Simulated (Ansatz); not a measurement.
System: Ni$_{2}$Ge.

Input file:

```
crystal:
  lattice:
    - [4.051402097, 0.0, 0.0]
    - [-2.0257010485, 3.5086171369, 0.0]
    - [0.0, 0.0, 5.1143406176]
  atoms:
    - { symbol: Ni, position: [0.6666666667, 0.3333333333, 0.25] }
    - { symbol: Ni, position: [0.3333333333, 0.6666666667, 0.75] }
    - { symbol: Ni, position: [0.0, 0.0, 0.0] }
    - { symbol: Ni, position: [0.0, 0.0, 0.5] }
    - { symbol: Ge, position: [0.6666666667, 0.3333333333, 0.75] }
    - { symbol: Ge, position: [0.3333333333, 0.6666666667, 0.25] }
basis:
  ecutwfc: 420
kpoints:
  mp_grid: { grid: [12, 12, 8] }
hamiltonian:
  xc: pbesol
scf:
  occupations: { method: gaussian, width: 0.1 }
output:
  forces: true
  stress: true
  eigenvalues: true
  write_density: true
  write_potential: true
  elf: true
  volumetric_format: npy
```

Command:

```sh
ansatz run input.yaml --threads 1 --pin off --max-ram 2560MiB --backend cpu --events-out ev --progress --plain --runs-dir out
```

Below, planes, directions and counts refer to the conventional cell (a = 4.05 Å, b = 4.05 Å, c = 5.11 Å, α = 90.00°, β = 90.00°, γ = 120.00°).

Space group P6₃/mmc; a structure from a database of computed crystals, not necessarily the ambient phase; changed on purpose from its base cell (equal strain along all axes, cell held, atoms relaxed: +2.0 %); computed pressure about −10 GPa in this cell; computed without spin polarisation.

Method: DFT PBEsol, scalar-relativistic, plane waves, PAW in Ansatz 0.2.0.

What can the converged valence pseudo-density and electron localisation function tell about the bonding?

Ni–Ge (2.34 Å): ρ at the midpoint is about 0.47 e/Å³; the ELF is about 0.40 at the midpoint.
Ni–Ni (2.56 Å): the density is about 0.28 e/Å³ at the midpoint; the ELF is about 0.25 at the midpoint; no localised pair shows between them.
Ni–Ge (2.56 Å): the density is about 0.35 e/Å³ at the midpoint, with its minimum of 0.3 e/Å³ about 1.4 Å from Ni; the ELF is about 0.35 at the midpoint.
Ni–Ni (2.67 Å): ρ at the midpoint is about 0.25 e/Å³; the ELF is about 0.25 at the midpoint; no shared electron pair shows on this line.

Does the calculation give a band gap?

It is metallic or semimetallic at this level of theory: no gap opens.

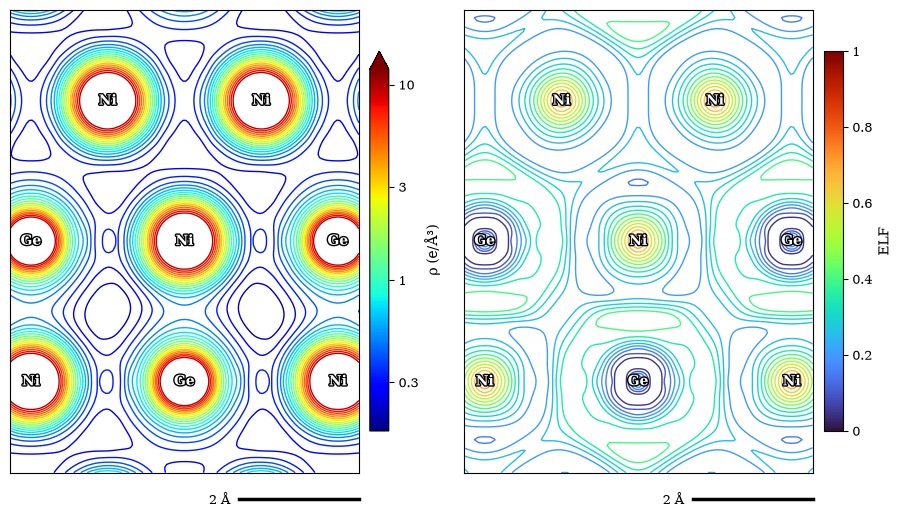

Computed valence pseudo-density and electron localisation function on the (110) plane of the conventional cell, in this order. 

In a PAW calculation such maps are meaningful between the atoms, not at the nuclei.
